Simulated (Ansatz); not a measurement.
Single-point calculation, with input and output: Zn36O35 (charge +2) (part 2 of 2)

The same run, continued: Zn36O35 (defect cell, 71 atoms in the cell, total charge +2); DFT, PBE, plane waves, PAW, no spin polarisation (Ansatz 0.2.0); cutoff 450.3 eV, 3×3×3 k-mesh, Gaussian smearing of 0.01 eV. The structure derives from a Materials Project entry.

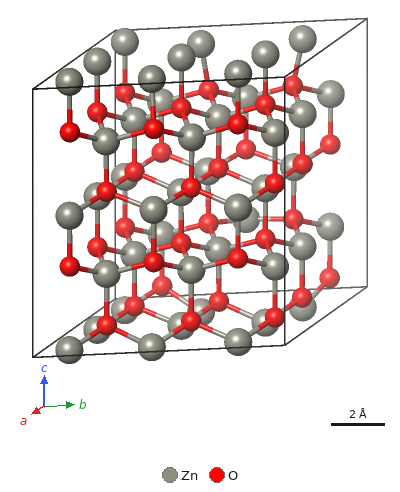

**Figure 1.** The structure (ball-and-stick view of the cell of the calculation, seen slightly off an axis).

Output, continued
```
  k-point 0: bands = ["-11.2577", "-10.9494", "-10.9494", "-10.9463", "-10.9342", "-10.8839", "-10.8839", "-10.7478", "-10.7152", "-10.7152", ... 161 levels left out ..., "2.3156", "2.3279", "2.3290", "2.3290", "2.3479", "2.3479", "2.3645", "2.3678", "2.3678", "2.3767", "2.3792", "2.3792", "2.3849", "2.3873", "2.3873", "2.3956", "2.3975", "2.4004", "2.4004", "2.4095", "2.4095", "2.4114", "2.4236", "2.4236", "2.4328", "2.4328", "2.4579", "2.4579", "2.4603",
      "2.5051", "2.5051", "2.5105", "2.5265", "2.5265", "2.5267", "2.6037", "2.6037", "2.6303", "2.6303", "2.6349", "2.6509", "2.6883", "2.7223", "2.7223", "2.7223", "2.8464", "2.8464", "2.8808", "2.8923", "2.8923", "2.9074", "2.9662", "2.9818", "2.9818", "3.0636", "3.1412", "3.1412", "3.2090", "3.2384", "3.2617", "3.2617", "3.4051", "3.4293", "3.4293", "3.5052", "3.5785", "3.5785", "3.6069", "3.6581",
      "3.6581", "3.6601", "3.6776", "3.6776", "3.7060", "3.7060", "3.7269", "3.7709", "3.8208", "3.8208", "4.0498", "4.0498", "4.1441", "4.1441", "4.2745", "4.3516", "4.4023", "4.4023", "4.4341", "4.4945", "4.4945", "4.5382", "4.5618", "4.7912", "4.7912", "4.8244", "4.8697", "4.8697", "4.9138", "4.9236", "4.9236", "4.9450", "5.0636", "5.0636", "5.1709", "5.2256", "5.2256", "5.2508", "5.2508", "5.3278",
      "5.3278", "5.3343", "5.3539", "5.3539", "5.3745", "5.3969", "5.4247", "5.4247", "5.4263", "5.4656", "5.4845", "5.4845", "5.4944", "5.5036", "5.5036", "5.5124", "5.5669", "5.5688", "5.5688", "5.6344", "5.7320", "5.7320", "5.8710", "5.8710", "5.8884", "5.8884", "5.9330", "5.9330", "5.9556", "6.0242", "6.1199", "6.1236", "6.1236", "6.2146", "6.2146", "6.3114", "6.3114", "6.5454", "6.6613", "6.6613",
      "7.2625", "9.3692", "9.8324", "10.1520", "10.4250", "10.4250", "10.8326", "10.8401", "10.8401", "11.1103", "11.3450", "11.5751", "11.5751", "11.7660", "11.8168", "11.8168", "11.8438", "11.9078", "11.9078", "11.9407", "11.9407", "11.9483", "12.7385", "12.7385", "13.1883", "13.7478", "13.7929", "13.7929", "14.0318", "14.0710", "14.0710", "14.0974", "14.1139", "14.1717", "14.1717", "14.3835", "14.4463", "14.4463", "14.4576", "14.5154",
      "14.5154", "14.5251", "14.5251", "14.5546", "14.6817", "14.6817", "14.6939", "14.7478", "14.7478", "14.8420", "14.8420"]
  k-point 1: bands = ["-11.2306", "-11.0657", "-10.9419", "-10.9419", "-10.8797", "-10.8797", "-10.8323", "-10.7545", "-10.7545", "-10.7372", ... 161 levels left out ..., "2.3151", "2.3151", "2.3178", "2.3180", "2.3324", "2.3324", "2.3578", "2.3612", "2.3612", "2.3799", "2.3799", "2.3855", "2.4023", "2.4024", "2.4024", "2.4183", "2.4185", "2.4185", "2.4247", "2.4247", "2.4424", "2.4536", "2.4616", "2.4616", "2.4757", "2.4757", "2.4879", "2.5007", "2.5007",
      "2.5142", "2.5142", "2.5226", "2.5245", "2.5245", "2.5331", "2.5648", "2.5648", "2.5890", "2.5902", "2.5902", "2.6241", "2.6256", "2.6742", "2.6742", "2.9228", "2.9922", "3.0250", "3.0532", "3.0532", "3.0625", "3.0922", "3.0922", "3.1256", "3.1256", "3.1375", "3.1588", "3.1865", "3.1865", "3.1972", "3.2580", "3.2580", "3.3863", "3.3863", "3.4050", "3.4679", "3.4679", "3.4722", "3.5901", "3.5901",
      "3.5970", "3.6562", "3.6868", "3.6868", "3.7187", "3.7871", "3.7871", "3.8372", "3.8578", "3.8578", "3.8984", "4.0047", "4.0047", "4.3134", "4.3340", "4.3340", "4.3974", "4.3974", "4.4771", "4.5503", "4.5503", "4.6546", "4.6546", "4.6772", "4.6924", "4.6924", "4.7118", "4.7694", "4.8501", "4.8501", "4.9334", "4.9334", "4.9341", "4.9675", "4.9675", "4.9920", "5.0911", "5.0912", "5.0912", "5.1499",
      "5.2388", "5.2388", "5.2389", "5.2493", "5.2827", "5.3122", "5.3122", "5.4224", "5.4224", "5.5032", "5.6815", "5.6815", "5.6885", "5.7196", "5.7411", "5.7411", "5.7954", "5.7954", "5.8076", "5.8186", "5.8319", "5.8319", "5.8824", "5.8824", "5.9159", "5.9159", "5.9178", "5.9178", "5.9560", "5.9652", "6.0225", "6.0542", "6.0588", "6.0588", "6.1089", "6.1089", "6.4184", "6.4184", "6.6320", "6.6320",
      "7.8784", "8.8056", "9.6639", "10.4436", "10.4436", "10.6997", "10.8885", "10.9066", "10.9066", "10.9230", "11.1753", "11.1753", "11.2584", "11.2603", "11.2603", "11.4839", "11.9450", "12.5044", "12.5044", "12.5906", "12.5906", "12.6255", "12.7992", "12.8761", "12.8761", "13.4143", "13.4143", "13.5200", "13.6194", "13.6194", "13.9989", "14.0773", "14.0773", "14.1300", "14.1347", "14.3372", "14.3844", "14.3844", "14.4552", "14.5043",
      "14.5043", "14.6336", "14.6693", "14.6693", "14.7555", "14.7555", "14.8429", "14.8429", "14.9133", "14.9255", "14.9255"]
  k-point 2: bands = ["-11.2026", "-11.0635", "-10.9876", "-10.9164", "-10.9047", "-10.8683", "-10.8129", "-10.7862", "-10.7528", "-10.7302", ... 161 levels left out ..., "2.3374", "2.3395", "2.3517", "2.3518", "2.3653", "2.3680", "2.3750", "2.3778", "2.3828", "2.3843", "2.3902", "2.3939", "2.3983", "2.4013", "2.4050", "2.4088", "2.4153", "2.4164", "2.4269", "2.4276", "2.4446", "2.4575", "2.4586", "2.4661", "2.4689", "2.4805", "2.4859", "2.4963", "2.4964",
      "2.5226", "2.5242", "2.5322", "2.5389", "2.5499", "2.5592", "2.5972", "2.6104", "2.6111", "2.6235", "2.6319", "2.6427", "2.6448", "2.6710", "2.6882", "2.6980", "2.7193", "2.8113", "2.8324", "2.8514", "2.8653", "2.9489", "2.9912", "2.9971", "3.0441", "3.0767", "3.0903", "3.1469", "3.1548", "3.1782", "3.2667", "3.2820", "3.3148", "3.3188", "3.3824", "3.4031", "3.4294", "3.4873", "3.5266", "3.5811",
      "3.6316", "3.7831", "3.8909", "3.8913", "3.9881", "3.9899", "4.0357", "4.0727", "4.0937", "4.1175", "4.1619", "4.2196", "4.2271", "4.3179", "4.3319", "4.3479", "4.3634", "4.4094", "4.4107", "4.4382", "4.4678", "4.4870", "4.5158", "4.5801", "4.6571", "4.7539", "4.8982", "4.9525", "4.9948", "5.0000", "5.0267", "5.0325", "5.0908", "5.1574", "5.1904", "5.2138", "5.2215", "5.2352", "5.2573", "5.2582",
      "5.2815", "5.2892", "5.3088", "5.3472", "5.3601", "5.3854", "5.3872", "5.4097", "5.4307", "5.4310", "5.4540", "5.4766", "5.4843", "5.4920", "5.4980", "5.5085", "5.5246", "5.5252", "5.5447", "5.5800", "5.6071", "5.6377", "5.6929", "5.7157", "5.7918", "5.8420", "5.8654", "5.8846", "5.9524", "5.9888", "6.0242", "6.0263", "6.0502", "6.0628", "6.0995", "6.1903", "6.2376", "6.3340", "6.4813", "6.5764",
      "8.0814", "9.1813", "9.7680", "10.1695", "10.1905", "10.3310", "10.7562", "10.9712", "11.0666", "11.3823", "11.4986", "11.5739", "11.6799", "11.7684", "11.8673", "11.9352", "12.1640", "12.2584", "12.2758", "12.2869", "12.3703", "12.4467", "12.4703", "12.6402", "13.0447", "13.0749", "13.1176", "13.2924", "13.4128", "13.4265", "13.5062", "13.7261", "13.8398", "13.8602", "13.9655", "14.1460", "14.1933", "14.3651", "14.4576", "14.4604",
      "14.5247", "14.5923", "14.6185", "14.6769", "14.7194", "14.7894", "14.8236", "14.8617", "14.9278", "14.9590", "14.9804"]
  k-point 6: bands = ["-11.0979", "-11.0891", "-11.0714", "-10.9735", "-10.8799", "-10.8615", "-10.8166", "-10.8023", "-10.7758", "-10.7541", ... 161 levels left out ..., "2.3333", "2.3361", "2.3434", "2.3472", "2.3658", "2.3676", "2.3736", "2.3821", "2.3882", "2.3904", "2.3904", "2.3974", "2.4032", "2.4101", "2.4127", "2.4216", "2.4240", "2.4359", "2.4407", "2.4418", "2.4568", "2.4570", "2.4684", "2.4742", "2.4871", "2.4923", "2.4970", "2.5161", "2.5175",
      "2.5264", "2.5294", "2.5315", "2.5462", "2.5468", "2.5500", "2.5723", "2.5737", "2.5745", "2.6008", "2.6132", "2.6294", "2.6380", "2.6470", "2.6691", "2.8432", "2.8886", "2.9057", "2.9446", "2.9847", "2.9971", "3.0076", "3.0507", "3.0593", "3.0759", "3.0765", "3.1080", "3.1185", "3.1626", "3.1634", "3.2154", "3.2634", "3.2752", "3.3282", "3.3475", "3.3847", "3.5601", "3.6667", "3.6975", "3.6993",
      "3.7389", "3.7439", "3.7949", "3.8117", "3.8876", "4.0666", "4.0732", "4.0859", "4.1289", "4.1368", "4.1552", "4.2742", "4.2997", "4.3554", "4.4202", "4.4381", "4.4651", "4.5081", "4.5123", "4.5195", "4.5397", "4.5811", "4.5834", "4.6437", "4.7061", "4.7249", "4.8077", "4.8108", "4.8374", "4.9181", "4.9294", "4.9419", "4.9774", "4.9910", "5.0177", "5.0457", "5.0986", "5.1058", "5.1884", "5.2099",
      "5.2230", "5.2635", "5.2638", "5.2786", "5.2911", "5.2972", "5.3277", "5.3548", "5.3955", "5.4163", "5.4968", "5.5048", "5.5053", "5.5345", "5.5514", "5.5691", "5.5981", "5.6039", "5.6273", "5.6404", "5.6450", "5.6787", "5.6834", "5.6923", "5.7233", "5.7373", "5.7806", "5.7987", "5.9658", "5.9706", "5.9812", "6.0510", "6.1090", "6.1283", "6.1705", "6.2691", "6.2849", "6.3192", "6.3193", "6.3629",
      "8.8614", "9.2343", "9.3519", "9.6594", "9.9809", "10.0453", "10.7113", "11.2835", "11.3630", "11.5094", "11.7728", "11.7779", "11.8970", "11.9957", "11.9967", "12.1104", "12.2331", "12.2356", "12.2784", "12.4332", "12.4592", "12.5219", "12.5846", "12.6978", "12.8026", "12.8235", "13.0567", "13.1168", "13.1871", "13.2539", "13.3917", "13.4273", "13.6447", "13.7135", "13.8026", "13.8543", "14.0549", "14.1686", "14.1820", "14.4731",
      "14.4811", "14.6631", "14.7049", "14.7090", "14.8421", "14.9031", "14.9250", "14.9526", "15.0109", "15.0561", "15.0620"]
```

This output came from the following input.

Input
```yaml
crystal:
  lattice:
    - [9.8381723232, 0.0, 0.0]
    - [-4.9190861616, -8.5201071587, 0.0]
    - [0.0, 0.0, -10.586466353]
  atoms:
    - { symbol: Zn, position: [0.1111490676, 0.5553135502, 0.2965663602] }
    - { symbol: Zn, position: [0.111149207, 0.5553155735, 0.7470146715] }
    - { symbol: Zn, position: [0.4461591702, 0.55658136, 0.2526885942] }
    - { symbol: Zn, position: [0.4492994376, 0.5581644288, 0.7465270871] }
    - { symbol: Zn, position: [0.1098752152, 0.2203020416, 0.2526891857] }
    - { symbol: Zn, position: [0.1083022234, 0.2171649494, 0.7465271461] }
    - { symbol: Zn, position: [0.7774030443, 0.5565814572, 0.2526893852] }
    - { symbol: Zn, position: [0.7758484331, 0.5581621812, 0.746528733] }
    - { symbol: Zn, position: [0.444478655, 0.221979492, 0.2505659049] }
    - { symbol: Zn, position: [0.4444810396, 0.2219813361, 0.7498112547] }
    - { symbol: Zn, position: [0.1098757122, 0.8890501973, 0.2526891074] }
    - { symbol: Zn, position: [0.1083008063, 0.8906196339, 0.746526222] }
    - { symbol: Zn, position: [0.7774037641, 0.2202988888, 0.2526901001] }
    - { symbol: Zn, position: [0.7758462792, 0.2171675288, 0.7465275461] }
    - { symbol: Zn, position: [0.4461572597, 0.8890528833, 0.252688185] }
    - { symbol: Zn, position: [0.4493019788, 0.8906194162, 0.7465258966] }
    - { symbol: Zn, position: [0.7778144444, 0.8886459228, 0.2502032246] }
    - { symbol: Zn, position: [0.7778145891, 0.8886480994, 0.7487289522] }
    - { symbol: Zn, position: [0.8833173799, 0.4413990002, 0.5047027232] }
    - { symbol: Zn, position: [0.8419689688, 0.4207200411, 0.9846992105] }
    - { symbol: Zn, position: [0.2250643079, 0.441398068, 0.5047064965] }
    - { symbol: Zn, position: [0.2457377821, 0.4207195759, 0.9846960155] }
    - { symbol: Zn, position: [0.8881129993, 0.1092454937, 0.4989730115] }
    - { symbol: Zn, position: [0.8876633806, 0.1083428583, 0.9979752244] }
    - { symbol: Zn, position: [0.5548378463, 0.4426918803, 0.4987070349] }
    - { symbol: Zn, position: [0.5559182105, 0.4448487295, 1.0010050177] }
    - { symbol: Zn, position: [0.2237687722, 0.1116248744, 0.4987003371] }
    - { symbol: Zn, position: [0.2216156031, 0.1105464388, 1.0010106184] }
    - { symbol: Zn, position: [0.8881129726, 0.7783481358, 0.4989718263] }
    - { symbol: Zn, position: [0.887666087, 0.7787933474, 0.9979772002] }
    - { symbol: Zn, position: [0.554837337, 0.1116263259, 0.4987028631] }
    - { symbol: Zn, position: [0.555915834, 0.1105482053, 1.0010079533] }
    - { symbol: Zn, position: [0.2250631241, 0.7831447335, 0.5047084308] }
    - { symbol: Zn, position: [0.2457391071, 0.8244945656, 0.984693936] }
    - { symbol: Zn, position: [0.5572160193, 0.7783485414, 0.4989694444] }
    - { symbol: Zn, position: [0.5581115546, 0.7787939239, 0.9979788035] }
    - { symbol: O, position: [0.111147125, 0.555311891, 0.556373368] }
    - { symbol: O, position: [0.4443982112, 0.5570155524, 0.0617443055] }
    - { symbol: O, position: [0.4462066278, 0.5560397084, 0.5594073043] }
    - { symbol: O, position: [0.1094421394, 0.2220621067, 0.0617441609] }
    - { symbol: O, position: [0.1104225399, 0.2202546324, 0.5594068905] }
    - { symbol: O, position: [0.7796032944, 0.5570157786, 0.0617454624] }
    - { symbol: O, position: [0.7768159664, 0.55603884, 0.5594080846] }
    - { symbol: O, position: [0.4444836924, 0.2219827347, 0.0600789976] }
    - { symbol: O, position: [0.4444787295, 0.2219787796, 0.5611290326] }
    - { symbol: O, position: [0.1094438599, 0.8868572564, 0.0617445378] }
    - { symbol: O, position: [0.1104221507, 0.8896481655, 0.559406203] }
    - { symbol: O, position: [0.7796036873, 0.222061588, 0.0617446579] }
    - { symbol: O, position: [0.7768141551, 0.2202565818, 0.5594070093] }
    - { symbol: O, position: [0.4443983356, 0.8868592083, 0.0617434707] }
    - { symbol: O, position: [0.4462072131, 0.88964835, 0.5594064813] }
    - { symbol: O, position: [0.7778144208, 0.8886439294, 0.0605209728] }
    - { symbol: O, position: [0.777812841, 0.888646085, 0.5604262356] }
    - { symbol: O, position: [0.8870927831, 0.4432842435, 0.3107299188] }
    - { symbol: O, position: [0.8889621974, 0.444221202, 0.8075359869] }
    - { symbol: O, position: [0.2231757428, 0.4432840361, 0.3107340977] }
    - { symbol: O, position: [0.2222427866, 0.4442210168, 0.8075329474] }
    - { symbol: O, position: [0.8888256506, 0.1106704403, 0.3097901704] }
    - { symbol: O, position: [0.88893727, 0.1108937228, 0.8103109931] }
    - { symbol: O, position: [0.5554360056, 0.443890686, 0.3092930333] }
    - { symbol: O, position: [0.5556668968, 0.4443522641, 0.8124258123] }
    - { symbol: O, position: [0.2225660852, 0.1110214558, 0.3092867661] }
    - { symbol: O, position: [0.2221116138, 0.1107962812, 0.8124297556] }
    - { symbol: O, position: [0.8888256182, 0.7776319133, 0.3097900904] }
    - { symbol: O, position: [0.8889379463, 0.7775260451, 0.8103125548] }
    - { symbol: O, position: [0.5554345776, 0.1110220726, 0.3092887694] }
    - { symbol: O, position: [0.555666137, 0.1107967868, 0.812428024] }
    - { symbol: O, position: [0.2231764842, 0.7793696844, 0.3107372626] }
    - { symbol: O, position: [0.2222431015, 0.7775033853, 0.8075302472] }
    - { symbol: O, position: [0.555789485, 0.7776333916, 0.3097883204] }
    - { symbol: O, position: [0.5555701884, 0.7775264717, 0.8103135579] }
  host:
    lattice:
      - [3.2793907744, 0.0, 0.0]
      - [-1.6396953872, 2.8400357196, 0.0]
      - [0.0, 0.0, 5.2932331765]
    atoms:
      - { symbol: Zn, position: [0.6666666667, 0.3333333333, 0.5006044112] }
      - { symbol: Zn, position: [0.3333333333, 0.6666666667, 0.0006044112] }
      - { symbol: O, position: [0.6666666667, 0.3333333333, 0.8797055888] }
      - { symbol: O, position: [0.3333333333, 0.6666666667, 0.3797055888] }
total_charge: 2
basis:
  ecutwfc: "33.1 Ry"
  xc_grid: 2
kpoints:
  mp_grid: { grid: [3, 3, 3], shift: [0.0, 0.0, 0.0] }
hamiltonian:
  xc: pbe
scf:
  occupations: { method: gaussian, width: 0.01 }
output:
  forces: true
  eigenvalues: true
```

Launched with:
```bash
ansatz run input.yaml --threads 8 --pin off --max-ram 20480MiB --backend cpu --events-out ev --progress --plain --runs-dir out
```

Key numbers

| quantity | value |
| --- | --- |
| outcome | converged |
| electrons treated | 640 |
| free energy | −139373.3719 eV |
| Fermi energy | 6.962 eV |
| gap on the k-point mesh | 0.60 eV |
| largest force (length of the vector) | 0.007 eV/Å |
| hardware | 8 threads of Intel Xeon @ 2.70GHz, 189 GiB of memory available, shared host |
| wall time | 68 s (CPU time 8.8 min) |
| peak memory | 11 GiB |

Remarks

Settings chosen away from the usual ones: basis.ecutwfc set to 33.1 Ry (from 420); kpoints.mp_grid.grid set to [3, 3, 3] (from [2, 2, 2]). The program warns: the structure was made exactly symmetric.
